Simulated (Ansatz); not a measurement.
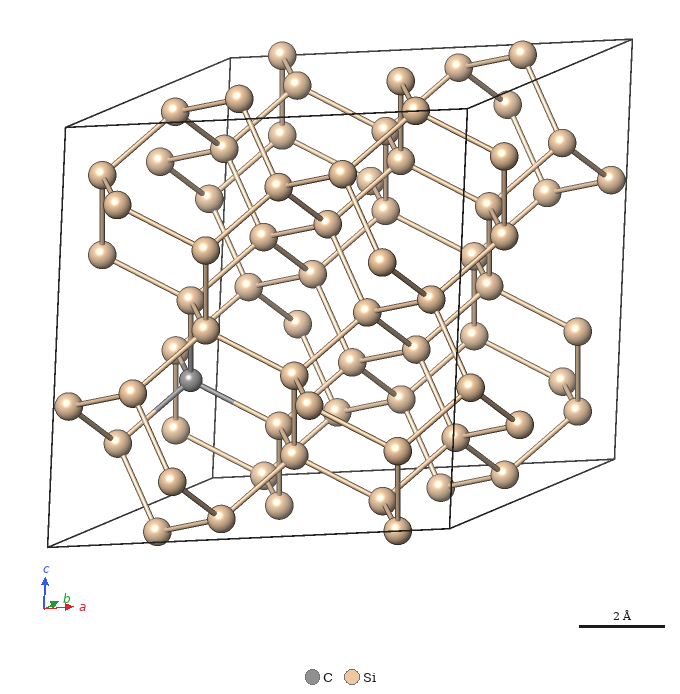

Figure 1. The structure as given in the input (ball-and-stick view of the cell of the calculation, seen slightly off an axis). Near neighbours in the crystal (not all of them lie inside the picture): C has 4 Si at 2.36 to 2.38 Å; Si has 4 Si at 2.36 to 2.38 Å; Si has 1 C at 2.36 to 2.38 Å and 3 Si at 2.36 to 2.38 Å.

## Geometry relaxation of Si₄₇C (part 1 of 3)

System: Si₄₇C (defect cell, 48 atoms in the cell).
Method: DFT, PBE, plane waves, PAW, no spin polarisation (Ansatz 0.2.0).

The structure derives from a Materials Project entry. Some settings of this run were made unusual or wrong on purpose.

Output
```
Warning: crystal.symmetry: narrowed to the stabiliser of the k-point mesh — unitary ops 3 → 1; excluded 2 operations that carry a point of the 2×3×3 mesh (shift [0.5, 0.5, 0.5]) off the mesh (the run samples exactly the mesh kpoints.mp_grid names, as under crystal.symmetry.detect: false, and its converged state has the mesh's symmetry, not the crystal's; ε∞, the Born charges and the force constants of a linear response (`dielectric:` by the response, `phonons.method: dfpt`) are averaged over those of the crystal's operations that the state keeps within a tolerance, where `mesh_tensors`, `unaveraged_element` or `gamma_mean_max_change_ev_ang2` stands beside them; a row that `dielectric.field_direction` solves alone is averaged likewise, with nothing beside; a Γ-centred mesh of equal divisions is mapped onto itself by every operation and keeps the whole group, as does a half-shifted one under kpoints.further_shifts: images)
The last accepted step is kept in [file] (removed where the run ends without a failure and the disk answers)
Engine: ansatz 0.2.0, aarch64-unknown-linux-gnu
Pseudopotentials: kind: paw
Pseudopotential: C, paw, valence charge 4, recommended cutoff 420 eV (normal), C.paw.azcp
Pseudopotential: Si, paw, valence charge 4, recommended cutoff 420 eV (normal), Si.paw.azcp
Functional definition: PBE
  parameter kappa = 0.804
  parameter beta = 0.06672455060314922
  exchange = pbe_x(kappa = kappa, mu = beta*pi^2/3)
  correlation = pbe_c(beta = beta)
Crystal: 48 atoms, lattice volume = 981.120 Å³
Basis set: ecut = 420 eV, 19113 PW (Γ), exchange–correlation on 144×144×144 points (8 copies of the dense FFT grid, shifted against one another)
Bands: 144, of which v1, the nominal top of the filled ones, is band 96 counted from 1 (95 counted from 0)
Symmetry: 1 space group operations
k-points: 9 of 18 (time reversal used)
Non-local potential: C, projectors of the file, l = 0: 2, l = 1: 2, l = 2: 1
Non-local potential: Si, projectors of the file, l = 0: 2, l = 1: 2, l = 2: 2
PAW form: soft (Blöchl's): semilocal exchange-correlation on the pseudo side does not see the compensation charge
PAW one-centre angular grid: C, 110 points (default); XC on 64 Gauss nodes
PAW one-centre angular grid: Si, 110 points (default); XC on 64 Gauss nodes
Initial density: superposition of atomic densities (neutral atoms: chi_scale 0, normalization atom), corrected by the library's trained network
Initial wavefunctions: pseudopotential atomic-orbital guess
Functional: x = pbe(κ = 0.804, μ = 0.2195149727645171), c = pbe(β = 0.06672455060314922)
SCF iter   1: F=—  HF=-30130.002286 eV  |F-HF|=—  |Δ(HF+E_count)|=         —  Δρ=1.71e-3  dr2=7.81e-2  ethr=1.77e-3  ⟨swp⟩=6.1  Hψ=6061  notcnv=0  defer=188
preconditioner: auto → Resta (q_TF=auto, 2.079 Å⁻¹)  ε∞=5.5  [insulator: Δε(μ)=0.702 eV  Ē_g=7.743 eV  σ=0.020 eV  W_gap=1.00  n_scr=154 (ndim 8)  ℏωp=16.4 eV  f_vac=0.000  D(μ)=0.00/eV (n_scr^D=0)  ε∞_Penn≈5.5]
SCF iter   2: F=—  HF=-30130.001170 eV  |F-HF|=—  |Δ(HF+E_count)|=   1.12e-3  Δρ=8.08e-4  dr2=1.69e-2  ethr=4.07e-5  ⟨swp⟩=2.0  Hψ=1583  notcnv=0  defer=372
SCF iter   3: F=—  HF=-30130.001513 eV  |F-HF|=—  |Δ(HF+E_count)|=   3.43e-4  Δρ=1.68e-4  dr2=3.59e-4  ethr=8.82e-6  ⟨swp⟩=2.0  Hψ=1460  notcnv=0  defer=374
SCF iter   4: F=—  HF=-30130.002109 eV  |F-HF|=—  |Δ(HF+E_count)|=   5.96e-4  Δρ=3.46e-5  dr2=2.55e-5  ethr=1.87e-7  ⟨swp⟩=2.0  Hψ=1724  notcnv=0  defer=374
iter 5 did not close the SCF: its close was put off for the readings that it lacked (scf_convergence_deferred on its scf_iter line)
SCF iter   5: F=-30130.002127 eV  HF=-30130.002126 eV  |F-HF|=8.18e-7  |Δ(HF+E_count)|=   1.64e-5  Δρ=1.04e-5  dr2=2.27e-6  ethr=1.33e-8  ⟨swp⟩=2.0  Hψ=1501  notcnv=0  defer=374
SCF iter   6: F=-30130.002128 eV  HF=-30130.002128 eV  |F-HF|=8.24e-8  |Δ(HF+E_count)|=   1.72e-6  Δρ=2.41e-6  dr2=9.50e-8  ethr=1.18e-9  ⟨swp⟩=12.7  Hψ=7916  notcnv=0
SCF 1 converged in 6 iterations: F = -30130.002128 eV  dr2 = 9.50e-8
  greatest PAW one-centre occupation: 0.650 electrons in one spin orbital (limit 2), on the C atom at site 0 (counted from 0), in its partial waves of l = 0
relax step   1: F+E_penalty+E_count = -30130.00212762 eV  Δ(F+E_penalty+E_count) = +0.000e0 eV  max|allowed force component| = 2.178e0 eV/Å  Δτ_max = 0.0000 Å  (6 SCF iters, dr2 threshold 1.56e-5 eV, accepted)
Initial density: handed on by an earlier stage of this run
Initial wavefunctions: those handed on with the density
iter 1 solved again at ethr=2.59e-4 eV; its pass at ethr=3.10e-3 eV (dr2=4.97e-1 eV) is discarded
SCF iter   1: F=—  HF=-30131.570550 eV  |F-HF|=—  |Δ(HF+E_count)|=         —  Δρ=6.77e-3  dr2=5.03e-1  ethr=2.59e-4  ⟨swp⟩=1.7  Hψ=4597  notcnv=0  defer=371
preconditioner: auto → Resta (q_TF=auto, 2.079 Å⁻¹)  ε∞=5.5  [insulator: Δε(μ)=0.794 eV  Ē_g=7.764 eV  σ=0.020 eV  W_gap=1.00  n_scr=154 (ndim 8)  ℏωp=16.4 eV  f_vac=0.000  D(μ)=0.00/eV (n_scr^D=0)  ε∞_Penn≈5.5]
SCF iter   2: F=—  HF=-30131.502052 eV  |F-HF|=—  |Δ(HF+E_count)|=   6.85e-2  Δρ=2.88e-3  dr2=9.38e-2  ethr=2.59e-4  ⟨swp⟩=3.0  Hψ=1880  notcnv=0  defer=371
SCF iter   3: F=—  HF=-30131.492931 eV  |F-HF|=—  |Δ(HF+E_count)|=   9.12e-3  Δρ=1.69e-3  dr2=2.61e-2  ethr=4.89e-5  ⟨swp⟩=2.0  Hψ=1464  notcnv=0  defer=371
SCF iter   4: F=—  HF=-30131.491201 eV  |F-HF|=—  |Δ(HF+E_count)|=   1.73e-3  Δρ=1.57e-4  dr2=3.21e-4  ethr=1.36e-5  ⟨swp⟩=2.0  Hψ=1821  notcnv=0  defer=371
SCF iter   5: F=—  HF=-30131.491384 eV  |F-HF|=—  |Δ(HF+E_count)|=   1.83e-4  Δρ=5.29e-5  dr2=4.49e-5  ethr=1.67e-7  ⟨swp⟩=2.0  Hψ=1789  notcnv=0  defer=371
SCF iter   6: F=-30131.491421 eV  HF=-30131.491421 eV  |F-HF|=2.74e-7  |Δ(HF+E_count)|=   3.71e-5  Δρ=1.23e-5  dr2=4.38e-6  ethr=2.34e-8  ⟨swp⟩=13.6  Hψ=7043  notcnv=0
SCF 2 converged in 6 iterations: F = -30131.491421 eV  dr2 = 4.38e-6
  greatest PAW one-centre occupation: 0.634 electrons in one spin orbital (limit 2), on the C atom at site 0 (counted from 0), in its partial waves of l = 0
relax step   2: F+E_penalty+E_count = -30131.49142135 eV  Δ(F+E_penalty+E_count) = -1.489e0 eV  max|allowed force component| = 1.187e0 eV/Å  Δτ_max = 0.1993 Å  (6 SCF iters, dr2 threshold 1.00e-4 eV, accepted)
iter 1 solved again at ethr=4.66e-4 eV; its pass at ethr=3.10e-3 eV (dr2=8.94e-1 eV) is discarded
SCF iter   1: F=—  HF=-30132.048234 eV  |F-HF|=—  |Δ(HF+E_count)|=         —  Δρ=9.00e-3  dr2=9.01e-1  ethr=4.66e-4  ⟨swp⟩=1.2  Hψ=4603  notcnv=0  defer=386
preconditioner: auto → Resta (q_TF=auto, 2.079 Å⁻¹)  ε∞=5.5  [insulator: Δε(μ)=0.828 eV  Ē_g=7.776 eV  σ=0.020 eV  W_gap=1.00  n_scr=154 (ndim 8)  ℏωp=16.4 eV  f_vac=0.000  D(μ)=0.00/eV (n_scr^D=0)  ε∞_Penn≈5.5]
SCF iter   2: F=—  HF=-30131.897318 eV  |F-HF|=—  |Δ(HF+E_count)|=   1.51e-1  Δρ=3.29e-3  dr2=9.56e-2  ethr=4.66e-4  ⟨swp⟩=3.0  Hψ=1848  notcnv=0  defer=386
SCF iter   3: F=—  HF=-30131.888758 eV  |F-HF|=—  |Δ(HF+E_count)|=   8.56e-3  Δρ=1.81e-3  dr2=2.76e-2  ethr=4.98e-5  ⟨swp⟩=2.0  Hψ=990  notcnv=0  defer=386
SCF iter   4: F=—  HF=-30131.887887 eV  |F-HF|=—  |Δ(HF+E_count)|=   8.72e-4  Δρ=1.62e-4  dr2=3.40e-4  ethr=1.44e-5  ⟨swp⟩=2.0  Hψ=2202  notcnv=0  defer=386
SCF iter   5: F=-30131.887991 eV  HF=-30131.887987 eV  |F-HF|=4.09e-6  |Δ(HF+E_count)|=   9.99e-5  Δρ=4.11e-5  dr2=3.73e-5  ethr=4.58e-8  ⟨swp⟩=13.3  Hψ=8642  notcnv=0
SCF 3 converged in 5 iterations: F = -30131.887991 eV  dr2 = 3.73e-5
  greatest PAW one-centre occupation: 0.636 electrons in one spin orbital (limit 2), on the C atom at site 0 (counted from 0), in its partial waves of l = 0
relax step   3: F+E_penalty+E_count = -30131.88799080 eV  Δ(F+E_penalty+E_count) = -3.966e-1 eV  max|allowed force component| = 6.706e-1 eV/Å  Δτ_max = 0.1928 Å  (5 SCF iters, dr2 threshold 8.80e-5 eV, accepted)
SCF iter   1: F=—  HF=-30131.963155 eV  |F-HF|=—  |Δ(HF+E_count)|=         —  Δρ=2.26e-3  dr2=5.88e-2  ethr=2.41e-4  ⟨swp⟩=3.0  Hψ=2530  notcnv=0  defer=382
preconditioner: auto → Resta (q_TF=auto, 2.079 Å⁻¹)  ε∞=5.5  [insulator: Δε(μ)=0.802 eV  Ē_g=7.763 eV  σ=0.020 eV  W_gap=1.00  n_scr=154 (ndim 8)  ℏωp=16.4 eV  f_vac=0.000  D(μ)=0.00/eV (n_scr^D=0)  ε∞_Penn≈5.5]
SCF iter   2: F=—  HF=-30131.952950 eV  |F-HF|=—  |Δ(HF+E_count)|=   1.02e-2  Δρ=7.43e-4  dr2=5.32e-3  ethr=3.06e-5  ⟨swp⟩=3.0  Hψ=2434  notcnv=0  defer=382
SCF iter   3: F=—  HF=-30131.952477 eV  |F-HF|=—  |Δ(HF+E_count)|=   4.74e-4  Δρ=4.30e-4  dr2=1.57e-3  ethr=2.77e-6  ⟨swp⟩=1.1  Hψ=915  notcnv=0  defer=382
SCF iter   4: F=-30131.952392 eV  HF=-30131.952390 eV  |F-HF|=1.51e-6  |Δ(HF+E_count)|=   8.65e-5  Δρ=3.94e-5  dr2=1.99e-5  ethr=5.21e-8  ⟨swp⟩=11.7  Hψ=8397  notcnv=0
SCF 4 converged in 4 iterations: F = -30131.952392 eV  dr2 = 1.99e-5
  greatest PAW one-centre occupation: 0.633 electrons in one spin orbital (limit 2), on the Si atom at site 35 (counted from 0), in its partial waves of l = 0
relax step   4: F+E_penalty+E_count = -30131.95239164 eV  Δ(F+E_penalty+E_count) = -6.440e-2 eV  max|allowed force component| = 3.927e-2 eV/Å  Δτ_max = 0.0532 Å  (4 SCF iters, dr2 threshold 1.00e-4 eV, accepted)
iter 1 solved again at ethr=1.05e-8 eV; its pass at ethr=3.10e-3 eV (dr2=2.01e-5 eV) is discarded
SCF iter   1: F=—  HF=-30131.952358 eV  |F-HF|=—  |Δ(HF+E_count)|=         —  Δρ=3.95e-5  dr2=2.02e-5  ethr=1.05e-8  ⟨swp⟩=1.0  Hψ=3060  notcnv=0
preconditioner: auto → Resta (q_TF=auto, 2.079 Å⁻¹)  ε∞=5.5  [insulator: Δε(μ)=0.805 eV  Ē_g=7.762 eV  σ=0.020 eV  W_gap=1.00  n_scr=154 (ndim 8)  ℏωp=16.4 eV  f_vac=0.000  D(μ)=0.00/eV (n_scr^D=0)  ε∞_Penn≈5.5]
SCF iter   2: F=—  HF=-30131.952394 eV  |F-HF|=—  |Δ(HF+E_count)|=   3.53e-5  Δρ=2.38e-5  dr2=6.01e-6  ethr=1.05e-8  ⟨swp⟩=2.0  Hψ=1778  notcnv=0
SCF iter   3: F=—  HF=-30131.952398 eV  |F-HF|=—  |Δ(HF+E_count)|=   4.00e-6  Δρ=6.47e-6  dr2=9.36e-7  ethr=3.13e-9  ⟨swp⟩=2.0  Hψ=1762  notcnv=0
SCF iter   4: F=-30131.952398 eV  HF=-30131.952398 eV  |F-HF|=1.19e-8  |Δ(HF+E_count)|=   2.98e-7  Δρ=2.39e-6  dr2=7.83e-8  ethr=5.21e-11  ⟨swp⟩=5.0  Hψ=6029  notcnv=0
SCF 5 converged in 4 iterations: F = -30131.952398 eV  dr2 = 7.83e-8
relax step   5: F+E_penalty+E_count = -30131.95239801 eV  Δ(F+E_penalty+E_count) = -6.374e-6 eV  max|allowed force component| = 3.959e-2 eV/Å  Δτ_max = 0.0000 Å  (4 SCF iters, accepted)
SCF iter   1: F=—  HF=-30131.953099 eV  |F-HF|=—  |Δ(HF+E_count)|=         —  Δρ=3.47e-4  dr2=1.12e-3  ethr=2.36e-5  ⟨swp⟩=3.9  Hψ=2473  notcnv=0  defer=379
preconditioner: auto → Resta (q_TF=auto, 2.079 Å⁻¹)  ε∞=5.5  [insulator: Δε(μ)=0.804 eV  Ē_g=7.763 eV  σ=0.020 eV  W_gap=1.00  n_scr=154 (ndim 8)  ℏωp=16.4 eV  f_vac=0.000  D(μ)=0.00/eV (n_scr^D=0)  ε∞_Penn≈5.5]
SCF iter   2: F=—  HF=-30131.952987 eV  |F-HF|=—  |Δ(HF+E_count)|=   1.12e-4  Δρ=1.90e-4  dr2=2.60e-4  ethr=5.82e-7  ⟨swp⟩=1.1  Hψ=1590  notcnv=0  defer=379
SCF iter   3: F=—  HF=-30131.952978 eV  |F-HF|=—  |Δ(HF+E_count)|=   8.85e-6  Δρ=5.43e-5  dr2=3.95e-5  ethr=1.35e-7  ⟨swp⟩=2.0  Hψ=1734  notcnv=0  defer=379
SCF iter   4: F=—  HF=-30131.953303 eV  |F-HF|=—  |Δ(HF+E_count)|=   3.24e-4  Δρ=1.16e-5  dr2=1.97e-6  ethr=2.06e-8  ⟨swp⟩=2.0  Hψ=1778  notcnv=0  defer=379
SCF iter   5: F=—  HF=-30131.953303 eV  |F-HF|=—  |Δ(HF+E_count)|=   2.51e-8  Δρ=3.48e-6  dr2=1.52e-7  ethr=1.03e-9  ⟨swp⟩=2.0  Hψ=1773  notcnv=0  defer=379
SCF iter   6: F=-30131.953303 eV  HF=-30131.953303 eV  |F-HF|=8.37e-9  |Δ(HF+E_count)|=   9.94e-8  Δρ=7.95e-7  dr2=1.05e-8  ethr=5.21e-11  ⟨swp⟩=10.9  Hψ=6361  notcnv=0
SCF 6 converged in 6 iterations: F = -30131.953303 eV  dr2 = 1.05e-8
relax step   6: F+E_penalty+E_count = -30131.95330312 eV  Δ(F+E_penalty+E_count) = -9.051e-4 eV  max|allowed force component| = 1.777e-2 eV/Å  Δτ_max = 0.0068 Å  (6 SCF iters, accepted)
```

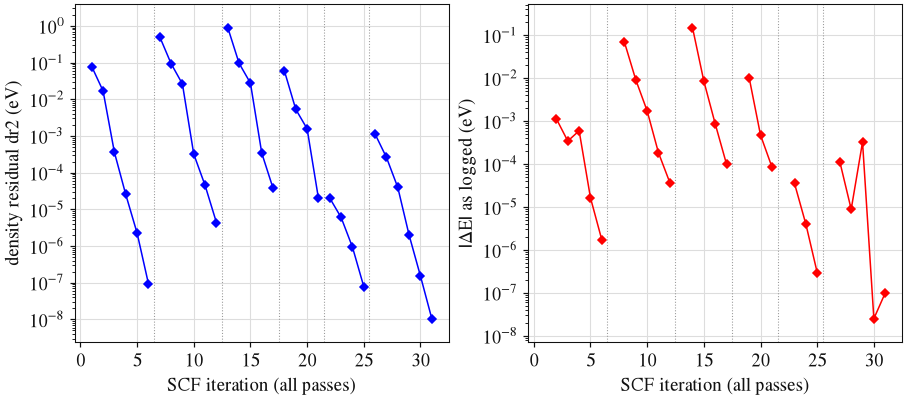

Figure 2. Convergence of the self-consistent field: density residual dr2 and size of the energy change against the SCF iteration. The dotted lines part the SCF passes of the relaxation: geometry steps, rejected trials and re-solves on a re-selected basis. The 6 passes take 4 to 6 iterations each, 31 in all.

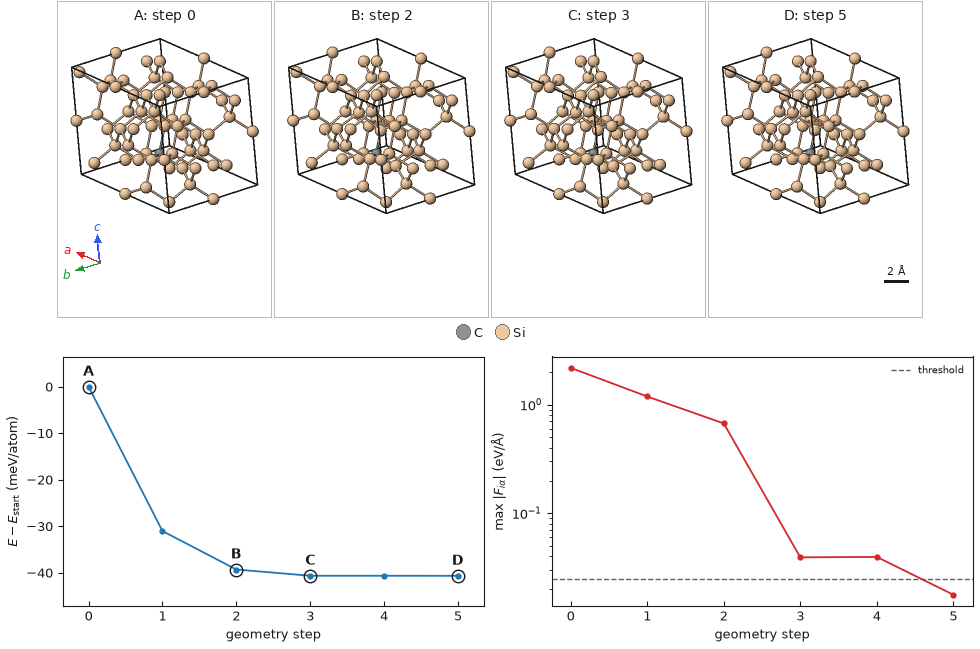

Figure 3. Frames of the relaxation (ball-and-stick view of the cell of the calculation (origin shifted), seen at an oblique angle) above the curves, on which the letters mark them (the first geometry is step 0 here and step 1 in the log).

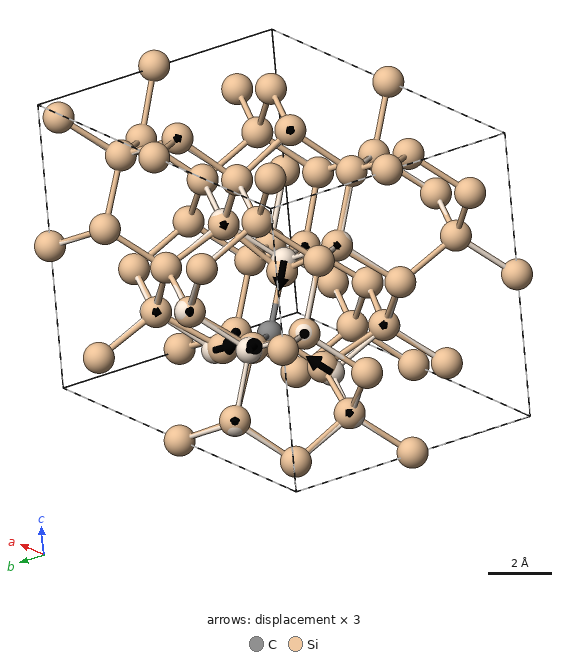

Figure 4. Start (faint) and end (solid) with the displacements as black arrows, magnified 3 times (ball-and-stick view of the cell of the calculation (origin shifted), seen at an oblique angle). Over 5 geometry steps the energy falls by 40.6 meV per atom. Largest force component: 2.2 eV/Å at the start, 0.018 eV/Å at the end. The largest moves, 0.34 Å, are those of Si38, Si45 and Si48. C stays in place. The cell stays as it was. Distances before and after: C1–Si38 2.363 → 2.019 Å, C1–Si25 2.381 → 2.050 Å, Si2–Si48 2.363 → 2.426 Å, Si13–Si25 2.363 → 2.425 Å. Among the angles that change: Si8–Si45–Si21 109.8° → 102.1°, Si40–Si5–Si48 109.1° → 116.4°, Si25–Si16–Si40 109.8° → 116.9°. (Atoms are counted from 1 in the order of the input.)

```
SCF converged after 6 iterations
Free energy (F): -30131.953303 eV
Harris-Foulkes:  -30131.953303 eV  (|F-HF|=8.37e-9)
Internal energy: -30131.953303 eV  (E = F + TS)
E sigma→0 (E₀):  -30131.953303 eV
Fermi energy:    6.318287 eV
--- Per-component energies (eV) ---
  E_band       = 173.117569
  E_kinetic    = 1954.252296
  E_local      = -1504.916864  (includes V_loc(G=0)·N_el)
  E_nonlocal   = 1234.435507
  E_hartree    = 424.004528
  E_xc         = -2628.273483
  E_vxc        = -2238.806230  (∫ρ·V_xc dr)
  E_paw        = -24196.424729  (= ΣΔE_a)
  E_vpaw       = -119.855963  (= ΣTr[D̂ρ^β])
  E_aug_tail   = 0.000299  (compensation charges beyond the density's cutoff)
  E_ewald      = -5415.030858
  E_smearing   = -0.000000  (= −TS)
  E_closure    = -0.000000  (closes the sum)
  Σ components = -30131.953303   (vs F -30131.953303, Δ=0.00e0)
--- Forces (eV/Å), atoms counted from 1 ---
  atom   1  C      0.00019325     0.00009973     0.01505028
  atom   2  Si    -0.01340818     0.00968745     0.00395441
  atom   3  Si     0.00009597    -0.01777122    -0.00040661
  atom   4  Si     0.01503752     0.00680030     0.00391896
  atom   5  Si    -0.01541397     0.00902695    -0.00025313
  atom   6  Si     0.00095870    -0.00068533    -0.00600711
  atom   7  Si    -0.00159637    -0.01650739     0.00398359
  atom   8  Si     0.01541012     0.00893675    -0.00042357
  atom   9  Si     0.00020210     0.00121931    -0.00591937
  atom  10  Si    -0.00116656    -0.00051593    -0.00597057
  atom  11  Si    -0.00005487     0.00009266     0.00024960
  atom  12  Si    -0.00003325     0.00000006     0.00227515
  atom  13  Si     0.00466689    -0.00437645    -0.01283061
  atom  14  Si    -0.00532492    -0.00643007     0.00685700
  atom  15  Si     0.00155714     0.00617906    -0.01286649
  atom  16  Si    -0.00591467    -0.00182890    -0.01276088
  atom  17  Si    -0.00480470     0.00196606     0.00186153
  atom  18  Si    -0.00541538     0.00012534    -0.00089561
  atom  19  Si     0.00285706     0.00462588    -0.00090519
  atom  20  Si     0.00266659    -0.00474760    -0.00094144
  atom  21  Si     0.00826322    -0.00141012     0.00683943
  atom  22  Si     0.00399203     0.00307538     0.00188104
  atom  23  Si     0.00062348    -0.00502761     0.00177935
  atom  24  Si    -0.00285746     0.00771308     0.00685852
  atom  25  Si    -0.00026252    -0.00001838    -0.01151205
  atom  26  Si     0.00113988    -0.00073051    -0.00469600
  atom  27  Si     0.00602513    -0.00065460    -0.00548288
  atom  28  Si    -0.00119609    -0.00062340    -0.00467648
  atom  29  Si    -0.00359309    -0.00484890    -0.00542153
  atom  30  Si    -0.00266589    -0.00457346     0.00242215
  atom  31  Si    -0.00002688     0.00142774    -0.00462959
  atom  32  Si    -0.00242891     0.00563683    -0.00548471
  atom  33  Si     0.00522098    -0.00003422     0.00235706
  atom  34  Si    -0.00258536     0.00455379     0.00242557
  atom  35  Si     0.00004267    -0.00001282     0.00127568
  atom  36  Si    -0.00003011     0.00001814    -0.00011266
  atom  37  Si    -0.00275918     0.00065586     0.00204243
  atom  38  Si     0.00261593     0.00584302     0.00091199
  atom  39  Si     0.00084330    -0.00272801     0.00211341
  atom  40  Si     0.00192152     0.00183631     0.00199944
  atom  41  Si     0.00235169    -0.00201753     0.00327995
  atom  42  Si     0.00049961    -0.00219953     0.00655664
  atom  43  Si    -0.00226737     0.00072516     0.00648504
  atom  44  Si     0.00163010     0.00154941     0.00650030
  atom  45  Si    -0.00616934    -0.00065024     0.00100304
  atom  46  Si    -0.00293646    -0.00101981     0.00322376
  atom  47  Si     0.00063903     0.00299513     0.00324553
  atom  48  Si     0.00345723    -0.00537790     0.00083971
  max |Σ_I F_I| component: 5.93e-6 eV/Å
--- Band table (eV; the first three rows and the last of 9) ---
```
